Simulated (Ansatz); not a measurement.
# Debugging a many-body input for LaBiS2O (P4/nmm)

What is wrong with this input for LaBiS2O (P4/nmm)?

Main program and level: Ansatz 0.2.0; G0W0 on r2SCAN, plane waves, PAW; PAW set soft_1.

## Step 1: Starting point

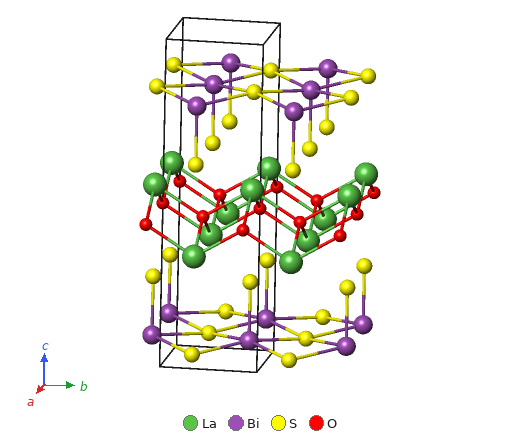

The starting structure, seen slightly off an axis (lanthanum green, bismuth purple, sulfur yellow, oxygen red). 2×2×1 cells are drawn. Some periodic images of atoms are drawn too.

Geometry: measured lattice cell, ions relaxed with r2SCAN; the structure entry is the Materials Project's. The runs that relaxed it are not among those shown. Spin-orbit coupling is left out unless a step names it.

## Step 2: First try

The input, input.yaml:

```yaml
crystal:
  lattice:
    - [4.0646, 0.0, 0.0]
    - [0.0, 4.0646, 0.0]
    - [0.0, 0.0, 13.8614]
  atoms:
    - { symbol: La, position: [0.5, 0.0, 0.5892440202] }
    - { symbol: La, position: [0.0, 0.5, 0.4107559798] }
    - { symbol: Bi, position: [0.0, 0.5, 0.8700576921] }
    - { symbol: Bi, position: [0.5, 0.0, 0.1299423079] }
    - { symbol: S, position: [0.5, 0.0, 0.8884349997] }
    - { symbol: S, position: [0.0, 0.5, 0.1115650003] }
    - { symbol: S, position: [0.0, 0.5, 0.6909721575] }
    - { symbol: S, position: [0.5, 0.0, 0.3090278425] }
    - { symbol: O, position: [0.0, 0.0, 0.5] }
    - { symbol: O, position: [0.5, 0.5, 0.5] }
kpoints:
  mp_grid: { grid: [4, 4, 2] }
hamiltonian:
  xc: r2scan
  pseudopotentials: { kind: paw, azcp: { folder: soft_1 } }
scf:
  occupations: { method: fixed }
gw:
  n_empty_bands: 4
  ecut_chi: 40
  qp_bands: [v3, c3]
  qp_kpoints: band_edges
  screening: { model: contour_deformation }
```

The run is started by

```console
$ ansatz run input.yaml --threads 3 --pin off --max-ram 92160MiB --backend cuda --events-out ev --progress --plain --runs-dir out --devices 1 --max-vram 13GiB
```

Numbers of over 12 decimals in the logs are rounded to 6 here.

Log:

```text
GPUs: using 1 of 1 available (devices: 1).
Engine: ansatz 0.2.0, x86_64-unknown-linux-gnu
Pseudopotentials: kind: paw
Pseudopotential: La, paw, valence charge 11, recommended cutoff 500 eV (meta_gga), soft_1/La.paw.azcp
Pseudopotential: Bi, paw, valence charge 15, recommended cutoff 500 eV (meta_gga), soft_1/Bi.paw.azcp
Pseudopotential: S, paw, valence charge 6, recommended cutoff 500 eV (meta_gga), soft_1/S.paw.azcp
Pseudopotential: O, paw, valence charge 6, recommended cutoff 500 eV (meta_gga), soft_1/O.paw.azcp
Functional definition: r2SCAN
  parameter k0 = 0.174
  parameter k1 = 0.065
  parameter a1 = 4.9479
  exchange = r2scan_x(k0 = k0, k1 = k1, a1 = a1)
  correlation = r2scan_c
device memory: the entry about to start is reckoned to put 3.5 GiB on a device that reports 53.4 GiB free (of which the cap on the GPU budget leaves the run 13.0 GiB)
GPU FFT provider: cuFFT
GPU libraries: cuBLAS 13.8.2, cuFFT 12.4.0, cuSOLVER 12.3.4
Crystal: 10 atoms, lattice volume = 229.004 Å³
Basis set: ecut = 500 eV, 5867 PW (Γ), exchange–correlation on 120×120×432 points (64 copies of the dense FFT grid, shifted against one another)
Bands: 54, of which v1, the nominal top of the filled ones, is band 44 counted from 1 (43 counted from 0)
Symmetry: 16 space group operations
Space group: P4/nmm (ITA 129), of the structure as read, at distance tolerance 6.1e-5 Å
k-points: 12 of 32
Non-local potential: La, projectors of the file, l = 0: 3, l = 1: 2, l = 2: 2, l = 3: 3
Non-local potential: Bi, projectors of the file, l = 0: 2, l = 1: 2, l = 2: 2, l = 3: 1
Non-local potential: S, projectors of the file, l = 0: 2, l = 1: 2, l = 2: 1
Non-local potential: O, projectors of the file, l = 0: 2, l = 1: 2, l = 2: 1
PAW form: soft (Blöchl's): semilocal exchange-correlation on the pseudo side does not see the compensation charge
PAW frozen core: La, regenerated for the run's functional (the file was generated under x = pbe(κ = 0.804, μ = 0.219515), c = pbe(β = 0.066725))
PAW frozen core: Bi, regenerated for the run's functional (the file was generated under x = pbe(κ = 0.804, μ = 0.219515), c = pbe(β = 0.066725))
PAW frozen core: S, regenerated for the run's functional (the file was generated under x = pbe(κ = 0.804, μ = 0.219515), c = pbe(β = 0.066725))
PAW frozen core: O, regenerated for the run's functional (the file was generated under x = pbe(κ = 0.804, μ = 0.219515), c = pbe(β = 0.066725))
PAW one-centre angular grid: La, 974 points (default); XC on 160 Gauss nodes
PAW one-centre angular grid: Bi, 590 points (default); XC on 160 Gauss nodes
PAW one-centre angular grid: S, 302 points (default); XC on 160 Gauss nodes
PAW one-centre angular grid: O, 302 points (default); XC on 160 Gauss nodes
Initial density: superposition of atomic densities (chi_scale 0.1, normalization cell, long waves kept (reshape's long-wave potential 0.46 eV rms))
Initial wavefunctions: pseudopotential atomic-orbital guess
GPU buffer pool allocated for 97200 grid points (all kernels)
GPU transforms: local potential and band sums: pruned to the plane-wave sphere, on 30×30×108
Functional: x = r2scan, c = r2scan; τ floored in thin density (d = 2e-4 eV/Å³)
SCF iter   1: F=—  HF=-42131.848466 eV  |F-HF|=—  |Δ(HF+E_count)|=         —  Δρ=3.46e-2  dr2=8.22e0  dr2_τ=1.61e-1  ethr=3.10e-3  ⟨swp⟩=5.3  Hψ=2431  notcnv=0  defer=48
preconditioner: auto → Resta (q_TF=auto, 2.326 Å⁻¹)  ε∞=4.9  [insulator: Δε(μ)=1.234 eV  Ē_g=9.657 eV  n_scr=50 (ndim 8)  ℏωp=19.0 eV  f_vac=0.000  ε∞_Penn≈4.9]
SCF iter   2: F=—  HF=-42131.085753 eV  |F-HF|=—  |Δ(HF+E_count)|=   7.63e-1  Δρ=1.88e-2  dr2=1.70e0  dr2_τ=3.03e-2  ethr=3.10e-3  ⟨swp⟩=4.5  Hψ=1283  notcnv=0  defer=83
SCF iter   3: F=—  HF=-42131.084554 eV  |F-HF|=—  |Δ(HF+E_count)|=   1.20e-3  Δρ=1.33e-2  dr2=3.44e-1  dr2_τ=4.45e-2  ethr=1.94e-3  ⟨swp⟩=5.0  Hψ=1613  notcnv=0  defer=88
[...]
NSCF: frozen V_eff on 12 k-points
[...]
device memory: the entry about to start is reckoned to put 2.4 GiB on a device that reports 54.2 GiB free (of which the cap on the GPU budget leaves the run 13.0 GiB)
NSCF: frozen V_eff on 12 k-points
G₀W₀ screening: q 1/12
[... further progress lines ...]
SCF converged after 9 iterations
Free energy (F): -42131.047226 eV
Harris-Foulkes:  -42131.047226 eV  (|F-HF|=3.54e-8)
Internal energy: -42131.047226 eV  (E = F + TS)
E sigma→0 (E₀):  -42131.047226 eV
Fermi energy:    7.769742 eV
--- Per-component energies (eV) ---
  E_band       = -360.076193
  E_kinetic    = 1636.784318
  E_local      = -5104.302303  (includes V_loc(G=0)·N_el)
  E_nonlocal   = 1229.895684
  E_hartree    = 1926.768124
  E_xc         = -1035.068246
  E_vxc        = -1165.322905  (∫ρ·V_xc dr)
  E_paw        = -35047.077071  (= ΣΔE_a)
  E_vpaw       = -875.233880  (= ΣTr[D̂ρ^β])
  E_aug_tail   = 0.000767  (compensation charges beyond the density's cutoff)
  E_vtau       = 64.566136  (kinetic-family band-sum trace: ∫τ·v_τ [+ j·A + Jᵃ·Aᵃ] dr)
  E_ewald      = -5739.432719
  E_core_change = 1.384220  (= ΣΔE_core)
  E_smearing   = -0.000000  (= −TS)
  E_closure    = -0.000000  (closes the sum)
  Σ components = -42131.047226   (vs F -42131.047226, Δ=0.00e0)
--- Band table (eV; the first three rows and the last of 12) ---
  k-point 0: bands = [... 40 lower, 7.2278, 7.2278, 7.6615, 7.6615, 11.6820, 11.9456, 12.0312, 12.2165, ... 6 higher]
  k-point 1: bands = [... 40 lower, 7.2482, 7.4744, 7.6498, 7.6498, 11.7016, 11.7698, 11.9558, 12.1618, ... 6 higher]
  k-point 2: bands = [... 40 lower, 7.0285, 7.1559, 7.4343, 7.5138, 10.5559, 10.8985, 10.9886, 11.2082, ... 6 higher]
  k-point 11: bands = [... 40 lower, 6.6350, 6.6350, 6.8218, 6.8218, 11.9811, 11.9811, 12.6967, 12.6967, ... 6 higher]
--- G₀W₀: contour deformation, 6 samples at zero and on the imaginary axis and 1 off it, 32 q-points, 4 empty bands' worth ---
  eigenvalues of the whole cell's RPA ε∞ on this k-mesh (on a slab, of 1 + 4πα/V) = 3.3452, 17.8144, 17.8144; static W/v taken at q = 0 is -0.013498
  gw.qp_kpoints: band_edges: 12 of 12 stored k-points solved, in 2 passes; an edge of the gap read off the rows below is read off those points alone
  `?` marks the rows in doubt; gw_qp.tsv's column doubts and the gw_qp event give each row's grounds
    ik  band        ε_KS         Σx   Σc(E_QP)       V_xc       Z   E_QP_lin       E_QP  E_QP is
     0    42      7.2278   -18.1866     2.8823   -15.3138  0.6878     7.2373     7.2373  root
     0    43      7.6615   -20.5086     2.8811   -17.3274  0.7125     7.3556     7.3614  root
     0    44      7.6615   -20.5086     2.8811   -17.3274  0.7125     7.3556     7.3614  root
     0    45     11.6820    -9.9001    -2.2002   -16.6301  0.8391    16.2797    16.2117  root
     0    46     11.9456    -8.5047    -1.6929   -13.2359  0.8163    14.9244    14.9840  root
     0    47     12.0312    -9.9503    -1.7791   -14.5175  0.7978    14.7688    14.8193  root
     1    42      7.4744   -19.6385     2.6557   -17.1724  0.7285     7.6623     7.6640  root
     1    43      7.6498   -20.5529     2.8863   -17.3468  0.7123     7.3233     7.3300  root
     1    44      7.6498   -20.5529     2.8863   -17.3468  0.7123     7.3233     7.3300  root
     1    45     11.7016   -10.1691    -2.2481   -17.0786  0.8393    16.4496    16.3631  root
     1    46     11.7698    -8.1296    -1.6569   -12.3139  0.8198    14.3098    14.2972  root
     1    47     11.9558   -10.1216    -1.7777   -15.0364  0.8019    15.0215    15.0929  root
     2    42      7.1559   -18.2656     3.0778   -15.3396  0.6922     7.3063     7.3077  root
     2    43      7.4343   -19.7923     2.8582   -16.7589  0.7032     7.2571     7.2591  root
[...]
10    42      6.6350   -25.0363     3.3722   -20.6055  0.7065     5.4261     5.5764  root ?
[...]
10    46     12.0526   -10.7125    -2.1309   -15.9415  0.7812    15.0742    15.1507  root
    10    47     12.6534   -15.4515    -3.2566   -25.4064  0.8349    19.8965    19.3517  root ?
    11    42      6.6350   -25.0364     3.3722   -20.6056  0.7065     5.4261     5.5764  root ?
    11    43      6.8218   -18.0288     3.0451   -15.2785  0.6946     7.1115     7.1167  root
    11    44      6.8218   -18.0288     3.0451   -15.2785  0.6946     7.1115     7.1167  root
    11    45     11.9811   -10.2790    -2.0389   -15.0910  0.7854    14.7076    14.7542  root
    11    46     11.9811   -10.2790    -2.0389   -15.0910  0.7854    14.7076    14.7542  root
    11    47     12.6967   -17.5442    -3.8806   -28.7861  0.8379    21.0350    20.0580  root ?
```

Elapsed: 18 s, on 1 × NVIDIA H100 80GB HBM3 (shared by 6 runs) with 3 threads of AMD EPYC 7R13 (Zen 3), shared host; peak memory 1.4 GiB.

The column dr2 measures how far the density is from self-consistency, as an energy; F and HF (Harris–Foulkes) agree once it is small.

**Diagnosis.**

The run ended normally, though the input holds a fault or crude settings.

The fault: four empty bands in G0W0. The sums over empty states are cut off almost at the gap, so screening and correlation are far from complete.

It printed a gap of 1.57 eV, which is an artefact of the settings.

## Step 3: A better input

G0W0 replaces the xc potential by the self-energy, built once from these orbitals. Only a window of levels is corrected, while the sums run over the empty bands that the input names. This step takes PAW set soft_1 files.

Edit input.yaml of step 2 so:

```diff
@@ -24,4 +24,4 @@
 gw:
-  n_empty_bands: 4
-  ecut_chi: 40
+  n_empty_bands: 443
+  ecut_chi: 90
   qp_bands: [v3, c3]
```

Log:

```text
GPUs: using 1 of 1 available (devices: 1).
[...]
GPU FFT provider: cuFFT
GPU libraries: cuBLAS 13.8.2, cuFFT 12.4.0, cuSOLVER 12.3.4
Crystal: 10 atoms, lattice volume = 229.004 Å³
Basis set: ecut = 500 eV, 5867 PW (Γ), exchange–correlation on 120×120×432 points (64 copies of the dense FFT grid, shifted against one another)
Bands: 54, of which v1, the nominal top of the filled ones, is band 44 counted from 1 (43 counted from 0)
[... 1 set-up line as in the run before ...]
[...]
k-points: 12 of 32
[...]
GPU buffer pool allocated for 97200 grid points (all kernels)
[...]
SCF iter   1: F=—  HF=-42131.848466 eV  |F-HF|=—  |Δ(HF+E_count)|=         —  Δρ=3.46e-2  dr2=8.22e0  dr2_τ=1.61e-1  ethr=3.10e-3  ⟨swp⟩=5.3  Hψ=2431  notcnv=0  defer=48
[...]
0    42      7.2278   -18.1866     2.6351   -15.3138  0.7214     6.9879     6.9901  root
     0    43      7.6615   -20.5086     3.0891   -17.3274  0.7269     7.5691     7.5694  root
     0    44      7.6615   -20.5086     3.0891   -17.3274  0.7269     7.5691     7.5694  root
     0    45     11.6820    -9.9001    -5.4847   -16.6301  0.7594    12.9863    12.9272  root
     0    46     11.9456    -8.5047    -4.2787   -13.2359  0.7633    12.4056    12.3981  root
     0    47     12.0312    -9.9503    -4.0507   -14.5175  0.7532    12.5590    12.5477  root
     1    42      7.4744   -19.6385     2.4238   -17.1724  0.7348     7.4320     7.4321  root
     1    43      7.6498   -20.5529     3.1118   -17.3468  0.7268     7.5552     7.5555  root
[...]
7    44      7.3263   -18.4908     2.0491   -16.3753  0.7365     7.2598     7.2599  root
     7    45      9.6345   -10.3792    -3.2581   -13.8518  0.7605     9.8504     9.8490  root
     7    46      9.8575   -10.8925    -3.2481   -14.3874  0.7533    10.1062    10.1043  root
     7    47     11.7214    -9.4206    -3.9748   -13.8334  0.7610    12.1661    12.1594  root
[key lines of the parts left out:]
SCF converged after 9 iterations
Free energy (F): -42131.047226 eV
Fermi energy:    7.769742 eV
```

Elapsed: 35 s, on 1 × NVIDIA H100 80GB HBM3 (shared by 6 runs) with 3 threads; peak memory 2.5 GiB; 44 s of CPU time.

This step gave:

| Property | Result |
| --- | --- |
| bands summed | 487 |
| RPA ε∞ on this mesh (eigenvalues) | 6.363, 19.38, 19.38 |
| plane waves in the screening matrix | 433 |
| q-points in the mesh | 32 |
| G0W0 gap on the mesh | 1.303 eV |
| k of the valence top | 0, -0.5, 0 |
| k of the conduction bottom | 0, -0.5, 0 |
| starting gap on the mesh | 1.137 eV |
| Z at the valence top | 0.7449 |
| Z at the conduction bottom | 0.7652 |
| least direct G0W0 gap on the computed points | 1.303 eV |

The gap on the mesh goes from 1.14 eV to 1.30 eV, a correction of +0.17 eV. Between the two edge states, bare exchange in place of the xc potential would open the gap by 4.46 eV, and correlation takes back 4.30 eV.

## Step 4: Outcome

```
first try  : converged after 18 s
better run : G0W0 gap on the mesh 1.30 eV (4×4×2 mesh, 443 empty bands, screening to 90 eV, PAW set soft_1 files)
```

**Reading.** The second run differs in: empty bands and screening cutoff (eV). Bands and cutoff are finite, so the gap is not at the basis limit. The miss can reach some tenths of an eV and take either sign; the mesh is an error of its own. The 4×4×2 mesh is coarse for this cell (its supercell is 16 Å along the shortest edge). The RPA ε∞ on it, from the r2SCAN start, is 6.36 and 19.38; such meshes misread the long-range screening, most where the gap is narrow. Where an edge is built on 6p states of lead, bismuth or thallium, scalar-relativistic gaps usually stand too wide, by a few tenths to over one eV. Empty 4f levels lie among the conduction bands. Their place in the start is unsure; it enters the screening, and the edge itself where they lie low. The many-body steps are scalar-relativistic: spin-orbit coupling is not in them.

[Paths, hosts, dates, memory and timing lines, banners, echoed tables and standing remarks are left out of the program output.]

[Logs are printed without paths, hosts, clocks, repeated set-up lines and the standing remarks that a program may print on its own settings, such as how far it seeks lower states.]

[Runs of the session that timed out or met a known fault of the program may be left out.]

[Cells called generated may have been cut or substituted from an entry of the Crystallography Open Database or the Materials Project.]

[Hosts, paths, dates, database ids (printed as entryN), source tags and the programs' standing remarks are cut or masked in the printed files.]
